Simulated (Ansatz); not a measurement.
## SnSe$_{2}$: one change and its effect

System: SnSe$_{2}$ (P1, 12 atoms in the cell).
Method of the first run: DFT PBEsol, scalar-relativistic, plane waves, PAW, no spin polarisation (Ansatz 0.2.0).

The structure derives from an entry of the Crystallography Open Database. Text and figures count atoms from 1; the logs count them from 0 in places.

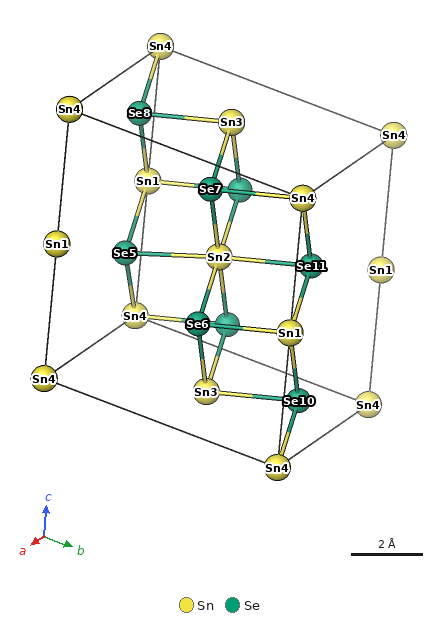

**Figure 1.** The structure as given in the input (ball-and-stick view of the cell of the calculation, set on other vectors, seen slightly off an axis; atoms are numbered from 1 in the order of the input). An atom can appear more than once, as a periodic image.

## Input file, the first run
```yaml
crystal:
  lattice:
    - [1.9054993908, -3.3004217586, -6.137]
    - [1.9054993908, -3.3004217586, 6.137]
    - [-7.6219975631, 0.0, 0.0]
  atoms:
    - { symbol: Sn, position: [0.5, 0.5, 0.5] }
    - { symbol: Sn, position: [0.0, 0.0, 0.5] }
    - { symbol: Sn, position: [0.5, 0.5, 0.0] }
    - { symbol: Sn, position: [0.0, 0.0, 0.0] }
    - { symbol: Se, position: [0.0074930296, 0.2761331953, 0.3209065562] }
    - { symbol: Se, position: [0.5416666667, 0.7916666667, 0.3333333333] }
    - { symbol: Se, position: [0.0416666667, 0.2916666666, 0.8333333333] }
    - { symbol: Se, position: [0.5416666667, 0.7916666667, 0.8333333333] }
    - { symbol: Se, position: [0.9583333334, 0.7083333334, 0.1666666667] }
    - { symbol: Se, position: [0.4583333334, 0.2083333334, 0.1666666667] }
    - { symbol: Se, position: [0.9583333334, 0.7083333334, 0.6666666667] }
    - { symbol: Se, position: [0.4583333334, 0.2083333334, 0.6666666667] }
basis:
  ecutwfc: 420
kpoints:
  mp_grid: { grid: [6, 6, 6] }
hamiltonian:
  xc: pbesol
scf:
  occupations: { method: gaussian, width: 0.05 }
output:
  forces: true
  stress: true
  eigenvalues: true
  write_density: true
  write_potential: true
  elf: true
  volumetric_format: npy
```

Launched with:
```bash
ansatz run input.yaml --threads 2 --pin off --max-ram 5120MiB --backend cpu --events-out ev --progress --plain --runs-dir out
```

Hardware: 2 threads of Arm Neoverse V2, 24 GiB of memory available, shared host.

## Output, shortened to warnings, some set-up lines, iterations and results (the first run)
```
Basis set: ecut = 420 eV, 5991 PW (Γ), exchange–correlation on 100×100×108 points (8 copies of the dense FFT grid, shifted against one another)
Symmetry: 1 space group operations
k-points: 112 of 216 (time reversal used)
Initial density: superposition of atomic densities (neutral atoms: chi_scale 0, normalization atom), corrected by the library's trained network
[...]
SCF iter   1: F=—  HF=-67196.737634 eV  |F-HF|=—  |Δ(HF+E_count)|=         —  Δρ=2.29e-3  dr2=1.60e-2  ethr=1.77e-3  ⟨swp⟩=6.0  Hψ=45926  notcnv=0  defer=172
SCF iter   2: F=—  HF=-67196.725360 eV  |F-HF|=—  |Δ(HF+E_count)|=   1.23e-2  Δρ=1.10e-3  dr2=3.28e-3  ethr=8.68e-6  ⟨swp⟩=3.1  Hψ=24706  notcnv=0  defer=895
SCF iter   3: F=—  HF=-67196.725203 eV  |F-HF|=—  |Δ(HF+E_count)|=   1.57e-4  Δρ=3.59e-4  dr2=3.84e-4  ethr=1.78e-6  ⟨swp⟩=2.1  Hψ=16577  notcnv=0  defer=895
SCF iter   4: F=—  HF=-67196.725263 eV  |F-HF|=—  |Δ(HF+E_count)|=   6.06e-5  Δρ=1.43e-4  dr2=6.20e-5  ethr=2.09e-7  ⟨swp⟩=2.4  Hψ=16223  notcnv=0  defer=895
SCF iter   5: F=—  HF=-67196.725256 eV  |F-HF|=—  |Δ(HF+E_count)|=   7.35e-6  Δρ=3.38e-5  dr2=5.72e-6  ethr=3.37e-8  ⟨swp⟩=2.0  Hψ=15995  notcnv=0  defer=895
SCF iter   6: F=—  HF=-67196.725257 eV  |F-HF|=—  |Δ(HF+E_count)|=   1.06e-6  Δρ=1.58e-5  dr2=1.21e-6  ethr=3.11e-9  ⟨swp⟩=2.0  Hψ=21058  notcnv=0  defer=895
SCF iter   7: F=—  HF=-67196.725258 eV  |F-HF|=—  |Δ(HF+E_count)|=   7.91e-7  Δρ=5.92e-6  dr2=1.60e-7  ethr=6.57e-10  ⟨swp⟩=2.0  Hψ=19714  notcnv=0  defer=895
SCF iter   8: F=-67196.725258 eV  HF=-67196.725258 eV  |F-HF|=2.27e-8  |Δ(HF+E_count)|=   2.68e-7  Δρ=1.76e-6  dr2=1.54e-8  ethr=5.43e-11  ⟨swp⟩=13.9  Hψ=90986  notcnv=0
SCF 1 converged in 8 iterations: F = -67196.725258 eV  dr2 = 1.54e-8
SCF converged after 8 iterations
Free energy (F): -67196.725258 eV
Harris-Foulkes:  -67196.725258 eV  (|F-HF|=2.27e-8)
Internal energy: -67196.725258 eV  (E = F + TS)
E sigma→0 (E₀):  -67196.725258 eV
Fermi energy:    8.302640 eV
--- Per-component energies (eV) ---
  E_band       = -3455.383479
  E_kinetic    = 1704.466777
  E_local      = -24261.538638  (includes V_loc(G=0)·N_el)
  E_nonlocal   = -4857.916807
  E_hartree    = 12417.312110
  E_xc         = -2340.242062
  E_vxc        = -1169.581425  (∫ρ·V_xc dr)
  E_paw        = -31221.834588  (= ΣΔE_a)
  E_vpaw       = 294.565160  (= ΣTr[D̂ρ^β])
  E_aug_tail   = -0.004899  (compensation charges beyond the density's cutoff)
  E_ewald      = -18646.174113
  E_core_change = 9.206963  (= ΣΔE_core)
  E_smearing   = -0.000000  (= −TS)
  E_closure    = -0.000000  (closes the sum)
  Σ components = -67196.725258   (vs F -67196.725258, Δ=0.00e0)
--- Forces (eV/Å), atoms counted from 1 ---
  atom   1  Sn     0.00678988     0.29778021     0.38836103
  atom   2  Sn     0.10607976     0.00688754     0.13894116
  atom   3  Sn    -0.00670242    -0.05141127     0.07912326
  atom   4  Sn    -0.10667317    -0.01168483     0.13218527
  atom   5  Se    -0.00828302    -0.62356721    -0.22232949
  atom   6  Se    -0.11003711     0.13576466     0.49043057
  atom   7  Se     0.01011080    -0.01530895     0.52104702
  atom   8  Se     0.11009870     0.12541180     0.49723583
  atom   9  Se    -0.00445563     0.01275224    -0.59278607
  atom  10  Se    -0.09817673     0.07240639    -0.44363746
  atom  11  Se     0.00441179     0.03171062    -0.52582438
  atom  12  Se     0.09683714     0.01926006    -0.46272535
  max |Σ_I F_I| component: 2.14e-5 eV/Å
--- Stress (GPa, compression-positive) ---
        1.415998      -0.001619      -0.001375
       -0.001619       1.384850      -0.321461
       -0.001375      -0.321461       2.641207
  P = ⅓ Tr σ = 1.8140 GPa (18.140 kbar)
```

For the second run the input was changed thus:
```diff
-    - { symbol: Se, position: [0.0074930296, 0.2761331953, 0.3209065562] }
+    - { symbol: Se, position: [0.0672968944, 0.3033167702, 0.3426534161] }
```

Predict how the results change.

With the same functional and potentials, the second run lies 7.3 meV per atom higher. The gap on the mesh goes from 0.53 to 0.61 eV. The pressure goes from 1.81 to 2.78 GPa. The largest force goes from 0.662 to 1.659 eV/Å. The number of SCF iterations is the same.

## Output, shortened to warnings, some set-up lines, iterations and results (the second run)
```
Basis set: ecut = 420 eV, 5991 PW (Γ), exchange–correlation on 100×100×108 points (8 copies of the dense FFT grid, shifted against one another)
Symmetry: 1 space group operations
k-points: 112 of 216 (time reversal used)
Initial density: superposition of atomic densities (neutral atoms: chi_scale 0, normalization atom), corrected by the library's trained network
[...]
SCF iter   1: F=—  HF=-67196.649974 eV  |F-HF|=—  |Δ(HF+E_count)|=         —  Δρ=2.32e-3  dr2=1.60e-2  ethr=1.77e-3  ⟨swp⟩=6.0  Hψ=46027  notcnv=0  defer=179
SCF iter   2: F=—  HF=-67196.637407 eV  |F-HF|=—  |Δ(HF+E_count)|=   1.26e-2  Δρ=1.11e-3  dr2=3.36e-3  ethr=8.69e-6  ⟨swp⟩=3.1  Hψ=24710  notcnv=0  defer=899
SCF iter   3: F=—  HF=-67196.637263 eV  |F-HF|=—  |Δ(HF+E_count)|=   1.44e-4  Δρ=3.60e-4  dr2=3.88e-4  ethr=1.83e-6  ⟨swp⟩=2.0  Hψ=16579  notcnv=0  defer=899
SCF iter   4: F=—  HF=-67196.637334 eV  |F-HF|=—  |Δ(HF+E_count)|=   7.09e-5  Δρ=1.42e-4  dr2=6.20e-5  ethr=2.11e-7  ⟨swp⟩=2.4  Hψ=16526  notcnv=0  defer=899
SCF iter   5: F=—  HF=-67196.637328 eV  |F-HF|=—  |Δ(HF+E_count)|=   5.28e-6  Δρ=3.16e-5  dr2=4.49e-6  ethr=3.37e-8  ⟨swp⟩=2.0  Hψ=14326  notcnv=0  defer=899
SCF iter   6: F=—  HF=-67196.637331 eV  |F-HF|=—  |Δ(HF+E_count)|=   2.30e-6  Δρ=1.53e-5  dr2=1.25e-6  ethr=2.44e-9  ⟨swp⟩=2.0  Hψ=21059  notcnv=0  defer=899
SCF iter   7: F=—  HF=-67196.637331 eV  |F-HF|=—  |Δ(HF+E_count)|=   7.49e-7  Δρ=5.91e-6  dr2=1.86e-7  ethr=6.79e-10  ⟨swp⟩=2.0  Hψ=21059  notcnv=0  defer=899
SCF iter   8: F=-67196.637332 eV  HF=-67196.637332 eV  |F-HF|=3.03e-8  |Δ(HF+E_count)|=   2.60e-7  Δρ=1.79e-6  dr2=1.58e-8  ethr=5.43e-11  ⟨swp⟩=14.1  Hψ=90878  notcnv=0
SCF 1 converged in 8 iterations: F = -67196.637332 eV  dr2 = 1.58e-8
SCF converged after 8 iterations
Free energy (F): -67196.637332 eV
Harris-Foulkes:  -67196.637332 eV  (|F-HF|=3.03e-8)
Internal energy: -67196.637332 eV  (E = F + TS)
E sigma→0 (E₀):  -67196.637332 eV
Fermi energy:    8.337886 eV
--- Per-component energies (eV) ---
  E_band       = -3457.610283
  E_kinetic    = 1707.271031
  E_local      = -24489.424227  (includes V_loc(G=0)·N_el)
  E_nonlocal   = -4858.102071
  E_hartree    = 12529.564548
  E_xc         = -2341.273682
  E_vxc        = -1170.967223  (∫ρ·V_xc dr)
  E_paw        = -31222.020493  (= ΣΔE_a)
  E_vpaw       = 294.485238  (= ΣTr[D̂ρ^β])
  E_aug_tail   = -0.004899  (compensation charges beyond the density's cutoff)
  E_ewald      = -18531.854502
  E_core_change = 9.206963  (= ΣΔE_core)
  E_smearing   = -0.000000  (= −TS)
  E_closure    = -0.000000  (closes the sum)
  Σ components = -67196.637332   (vs F -67196.637332, Δ=0.00e0)
--- Forces (eV/Å), atoms counted from 1 ---
  atom   1  Sn    -0.00494519    -0.64370370    -0.59688114
  atom   2  Sn    -0.07049324    -0.01548837    -0.08663879
  atom   3  Sn     0.00496669     0.04175659    -0.05983510
  atom   4  Sn     0.07034020    -0.00537106    -0.08059962
  atom   5  Se     0.00620042     0.90646537     1.38946170
  atom   6  Se     0.08430908    -0.10910696     0.57301292
  atom   7  Se    -0.00577710     0.01628148     0.55291499
  atom   8  Se    -0.08462902    -0.09916859     0.56745655
  atom   9  Se     0.00173151    -0.02302818    -0.48477373
  atom  10  Se     0.09407122    -0.04351426    -0.61861898
  atom  11  Se    -0.00166563    -0.01314814    -0.53989406
  atom  12  Se    -0.09410905    -0.01197429    -0.61560845
  max |Σ_I F_I| component: 3.71e-6 eV/Å
--- Stress (GPa, compression-positive) ---
        1.929305      -0.000317      -0.001790
       -0.000317       2.286058       0.536842
       -0.001790       0.536842       4.118702
  P = ⅓ Tr σ = 2.7780 GPa (27.780 kbar)
```

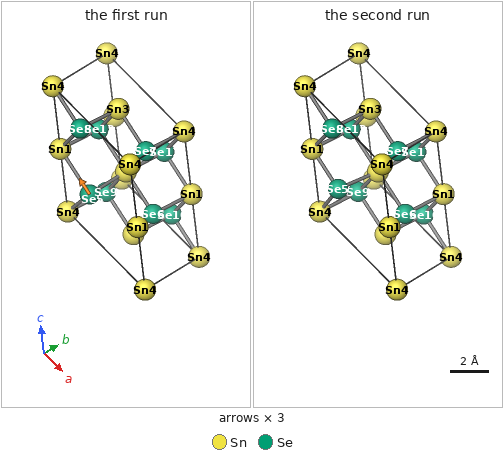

**Figure 2.** The two input geometries at one scale (ball-and-stick view of the cell of the calculation, set on other vectors, seen slightly off an axis). The orange arrows on the first give the shifts of the atoms relative to the cell, magnified 3 times. A Se atom moves most: 0.35 Å. Sn stays in place. The cell stays as it was. Among the contacts that change: Se–Sn 2.882 → 2.532 Å.

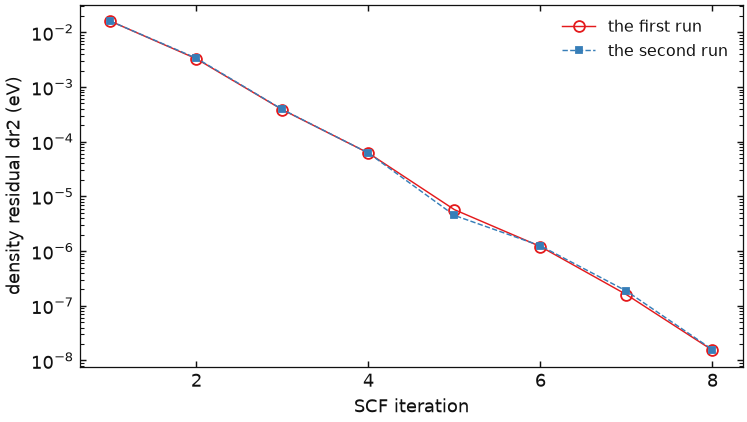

**Figure 3.** Convergence of the two runs: density residual dr2 against the SCF iteration. The first run takes 8 iterations in all, and the second run takes 8.

## The two runs side by side

```tsv
quantity	the first run	the second run
outcome	converged	converged
free energy per atom (eV)	−5599.7271	−5599.7198
gap on the mesh (eV)	0.53	0.61
pressure (GPa)	1.81	2.78
largest force (eV/Å)	0.662	1.659
SCF iterations	8	8
irreducible k-points	112	112
plane waves at Γ	5991	5991
wall time (shared host)	4.2 min	4 min
```
